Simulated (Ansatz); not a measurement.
**Ta2N: single-point calculation**

The run: single-point calculation of Ta2N (P1, 3 atoms in the cell). Method and program: DFT PBE, scalar-relativistic, plane waves, PAW, no spin polarisation (Ansatz 0.2.0).

The structure derives from a Materials Project entry. It belongs to a series of runs on one base structure; here: atom 1 (Ta) moved by (+0.200, -0.200) A along [1 1 0] and z. Figures and captions count atoms from 1; the log counts them from 0 in places.

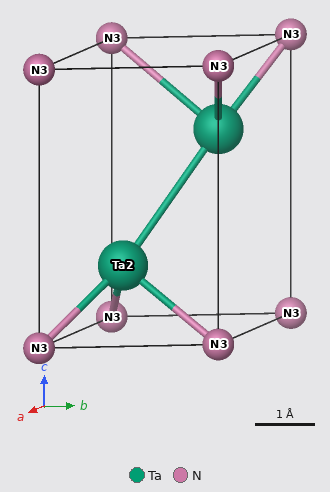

Fig. 1: The input geometry (ball-and-stick view of the cell of the calculation, set on other vectors, seen slightly off an axis; atoms are numbered from 1 in the order of the input). An atom can appear more than once, as a periodic image.

Input:
```yaml
crystal:
  lattice:
    - [3.1011400556, 0.0, 0.0]
    - [-1.5505700278, 2.6856660688, 0.0]
    - [0.0, 0.0, 4.8818900623]
  atoms:
    - { symbol: Ta, position: [0.7385986047, 0.3859911667, 0.7039372928] }
    - { symbol: Ta, position: [0.3333333333, 0.6666666667, 0.2550949678] }
    - { symbol: "N", position: [0.0, 0.0, 0.0] }
basis:
  ecutwfc: 420
kpoints:
  mp_grid: { grid: [18, 18, 10] }
hamiltonian:
  xc: pbe
scf:
  occupations: { method: gaussian, width: 0.15 }
output:
  forces: true
  stress: true
  eigenvalues: true
  write_density: true
  write_potential: true
  elf: true
  volumetric_format: npy
```

Run on 2 threads of Intel Xeon @ 2.90GHz (Ice Lake), 192 GiB of memory available, shared host.

Command:
```bash
ansatz run input.yaml --threads 2 --pin off --max-ram 5120MiB --backend cpu --events-out ev --progress --plain --runs-dir out
```

What the program printed:
```
Engine: ansatz 0.2.0, x86_64-unknown-linux-gnu
Pseudopotentials: kind: paw
Pseudopotential: Ta, paw, valence charge 13, recommended cutoff 420 eV (normal), Ta.paw.azcp
Pseudopotential: N, paw, valence charge 5, recommended cutoff 420 eV (normal), N.paw.azcp
Functional definition: PBE
  parameter kappa = 0.804
  parameter beta = 0.06672455060314922
  exchange = pbe_x(kappa = kappa, mu = beta*pi^2/3)
  correlation = pbe_c(beta = beta)
Crystal: 3 atoms, lattice volume = 40.659 Å³
Basis set: ecut = 420 eV, 773 PW (Γ), exchange–correlation on 48×48×72 points (8 copies of the dense FFT grid, shifted against one another)
Bands: 20, of which v1, the nominal top of the filled ones, is band 16 counted from 1 (15 counted from 0)
Symmetry: 1 space group operations
Space group: P1 (ITA 1), of the structure as read, at distance tolerance 3.4e-5 Å
k-points: 1624 of 3240 (time reversal used)
Non-local potential: Ta, projectors of the file, l = 0: 3, l = 1: 2, l = 2: 2, l = 3: 1
Non-local potential: N, projectors of the file, l = 0: 2, l = 1: 2, l = 2: 1
PAW form: soft (Blöchl's): semilocal exchange-correlation on the pseudo side does not see the compensation charge
PAW one-centre angular grid: Ta, 590 points (default); XC on 64 Gauss nodes
PAW one-centre angular grid: N, 110 points (default); XC on 64 Gauss nodes
Initial density: superposition of atomic densities (neutral atoms: chi_scale 0, normalization atom), corrected by the library's trained network
Initial wavefunctions: pseudopotential atomic-orbital guess
Functional: x = pbe(κ = 0.804, μ = 0.2195149727645171), c = pbe(β = 0.06672455060314922)
SCF iter   1: F=—  HF=-20250.521668 eV  |F-HF|=—  |Δ(HF+E_count)|=         —  Δρ=6.39e-3  dr2=1.36e-2  ethr=1.77e-3  ⟨swp⟩=5.0  Hψ=141987  notcnv=0
preconditioner: auto → Kerker (q_TF=auto, 2.608 Å⁻¹)  [metal: Δε(μ)=0.001 eV  Ē_g=8.040 eV  σ=0.150 eV  W_gap=0.00  n_scr=10 (ndim 8)  ℏωp=22.6 eV  f_vac=0.000  D(μ)=1.44/eV (n_scr^D=8)]
SCF iter   2: F=—  HF=-20250.520097 eV  |F-HF|=—  |Δ(HF+E_count)|=   1.57e-3  Δρ=3.58e-3  dr2=3.30e-3  ethr=4.37e-5  ⟨swp⟩=1.1  Hψ=45634  notcnv=0
SCF iter   3: F=—  HF=-20250.519964 eV  |F-HF|=—  |Δ(HF+E_count)|=   1.32e-4  Δρ=1.10e-3  dr2=4.19e-4  ethr=1.06e-5  ⟨swp⟩=2.9  Hψ=49125  notcnv=0
SCF iter   4: F=—  HF=-20250.519921 eV  |F-HF|=—  |Δ(HF+E_count)|=   4.31e-5  Δρ=2.63e-4  dr2=3.89e-5  ethr=1.35e-6  ⟨swp⟩=2.0  Hψ=44484  notcnv=0
SCF iter   5: F=—  HF=-20250.519927 eV  |F-HF|=—  |Δ(HF+E_count)|=   5.74e-6  Δρ=1.07e-4  dr2=3.51e-6  ethr=1.25e-7  ⟨swp⟩=2.0  Hψ=43240  notcnv=0
SCF iter   6: F=-20250.519926 eV  HF=-20250.519926 eV  |F-HF|=2.50e-8  |Δ(HF+E_count)|=   4.82e-7  Δρ=1.69e-5  dr2=8.96e-8  ethr=3.23e-10  ⟨swp⟩=7.6  Hψ=219190  notcnv=0
SCF 1 converged in 6 iterations: F = -20250.519926 eV  dr2 = 8.96e-8
  greatest PAW one-centre occupation: 0.999 electrons in one spin orbital (limit 2), on the Ta atom at site 1 (counted from 0), in its partial waves of l = 0
```

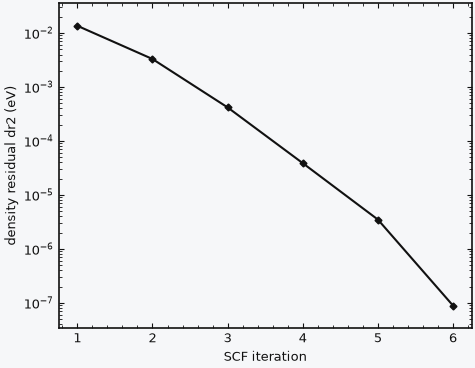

Fig. 2: Convergence of the self-consistent field: density residual dr2 against the SCF iteration. The residual falls at every step.

```
SCF converged after 6 iterations
Free energy (F): -20250.519926 eV
Harris-Foulkes:  -20250.519926 eV  (|F-HF|=2.50e-8)
Internal energy: -20250.503661 eV  (E = F + TS)
E sigma→0 (E₀):  -20250.511793 eV
Entropy (-TS):   -0.016266 eV (-5.422 meV/atom)
Fermi energy:    19.639427 eV
--- Per-component energies (eV) ---
  E_band       = -173.227598
  E_kinetic    = 863.613321
  E_local      = -1193.449217  (includes V_loc(G=0)·N_el)
  E_nonlocal   = 73.914994
  E_hartree    = 406.811894
  E_xc         = -497.989753
  E_vxc        = -485.825509  (∫ρ·V_xc dr)
  E_paw        = -16920.459906  (= ΣΔE_a)
  E_vpaw       = -245.105034  (= ΣTr[D̂ρ^β])
  E_aug_tail   = 0.000387  (compensation charges beyond the density's cutoff)
  E_ewald      = -2982.945379
  E_smearing   = -0.016266  (= −TS)
  E_closure    = 0.000000  (closes the sum)
  Σ components = -20250.519926   (vs F -20250.519926, Δ=0.00e0)
--- Forces (eV/Å), atoms counted from 1 ---
  atom   1  Ta    -0.48198340    -0.53901328     3.10606217
  atom   2  Ta     0.08237822     0.00631442    -1.96407709
  atom   3  N      0.39961254     0.53270358    -1.14193558
  max |Σ_I F_I| component: 4.95e-5 eV/Å
--- Stress (GPa, compression-positive) ---
        0.955613       2.238134      -1.138485
        2.238134      -2.016062       0.115561
       -1.138487       0.115561       5.876973
  P = ⅓ Tr σ = 1.6055 GPa (16.055 kbar)
--- Band table (eV; the first three rows and the last of 1624) ---
  k-point 0: bands = ["-48.8601", "-48.7528", "-15.9558", "-15.2124", "-15.1316", "-15.0453", "-14.9859", "-14.8655", "2.6592", "11.7110", "14.3689", "14.4553", "14.6260", "18.6833", "18.8736", "19.1621", "19.8550", "19.9971", "20.4529", "20.8487"]
  k-point 1: bands = ["-48.8587", "-48.7542", "-15.9353", "-15.2099", "-15.1311", "-15.0460", "-14.9932", "-14.8848", "2.6842", "11.6024", "14.3747", "14.4670", "14.7037", "18.5044", "18.9328", "19.1338", "19.9059", "20.0027", "20.4477", "21.1191"]
  k-point 2: bands = ["-48.8547", "-48.7582", "-15.8766", "-15.2032", "-15.1298", "-15.0490", "-15.0219", "-14.9295", "2.7507", "11.3479", "14.2963", "14.4766", "15.0112", "18.1790", "18.9252", "19.0395", "19.9549", "20.2221", "20.8561", "21.5187"]
  k-point 1623: bands = ["-48.7867", "-48.7525", "-15.8809", "-15.8307", "-15.3384", "-15.2032", "-15.1740", "-15.0221", "3.5496", "11.6171", "13.2176", "14.2822", "16.4362", "17.3228", "17.8566", "18.4113", "20.1828", "23.3308", "23.6785", "23.8467"]
```

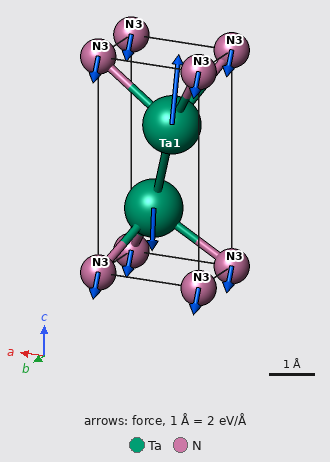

Fig. 3: Forces on the atoms as blue arrows (ball-and-stick view of the cell of the calculation, set on other vectors, seen at an oblique angle; atoms are numbered from 1 in the order of the input). The largest act on Ta1 (3.19 eV/Å); Ta2 (1.97 eV/Å); N3 (1.32 eV/Å). The geometry is not a stationary point of this energy.

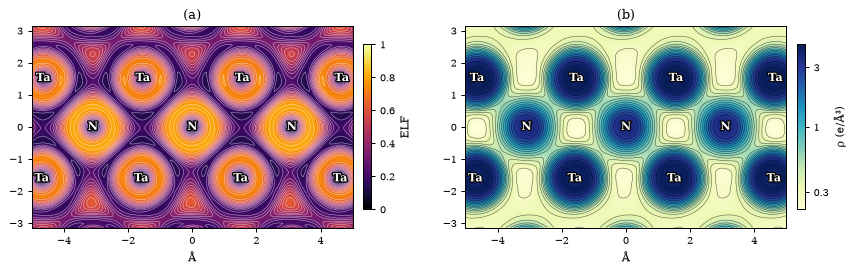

Fig. 4: (a) ELF; (b) valence electron density on the (011̄) plane of the conventional cell. Atoms in the plane: Ta and N. Ta–N (2.18 Å): the density is about 0.6 e/Å³ at the midpoint; the ELF peaks at about 0.80 in the valence shell of N, 0.7 Å from its nucleus, and drops to about 0.20 between the two atoms; a polar contact without a shared pair, in a metal. Ta–N (2.27 Å): ρ is about 0.49 e/Å³ halfway; the ELF is about 0.20 at the midpoint (a polar contact without a shared pair, in a metal). Away from the nuclei the density in this plane falls to 0.22 e/Å³ at its lowest. The strong features right at Ta lie inside the PAW spheres (semicore, d or f shells) and say nothing about bonding. The fields are those of the smooth PAW valence density.

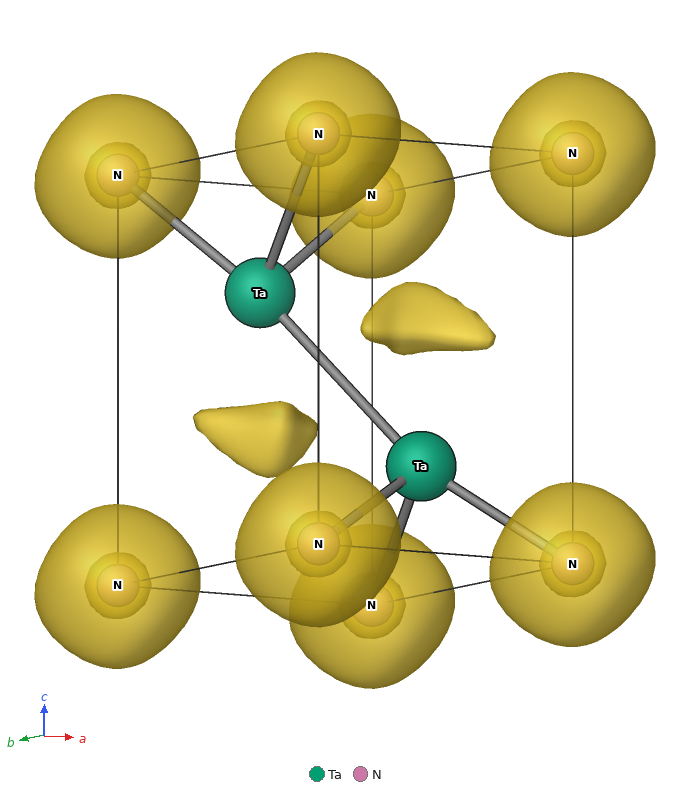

Fig. 5: Isosurface of the ELF at 0.6 (yellow), seen at an oblique angle. Core shells and regions of very low density are left out. Sticks mark near contacts. The outline is the cell set on symmetry axes. Profiles from the grid: Ta–N (2.18 Å): the ELF peaks at about 0.80 in the valence shell of N, 0.6 Å from its nucleus, and drops to about 0.20 between the two atoms (a polar contact without a shared pair, in a metal). Ta–Ta (2.71 Å): the ELF is about 0.35 at the midpoint; no localised pair between them.

Key numbers:

- outcome: converged
- space group (tolerance 0.01 Å): P1 (1)
- electrons treated: 31
- free energy: −20250.5199 eV
- Fermi energy: 19.639 eV
- gap on the k-point mesh: none (metallic)
- pressure: 1.61 GPa
- largest force (length of the vector): 3.189 eV/Å
- wall time: 64 s (CPU time 2.1 min)
- peak memory: 1.4 GiB

Notes:

Spin–orbit coupling is left out, which matters for Ta. The cell holds an odd number of electrons but the run has no spin polarisation, so a band is left half filled.
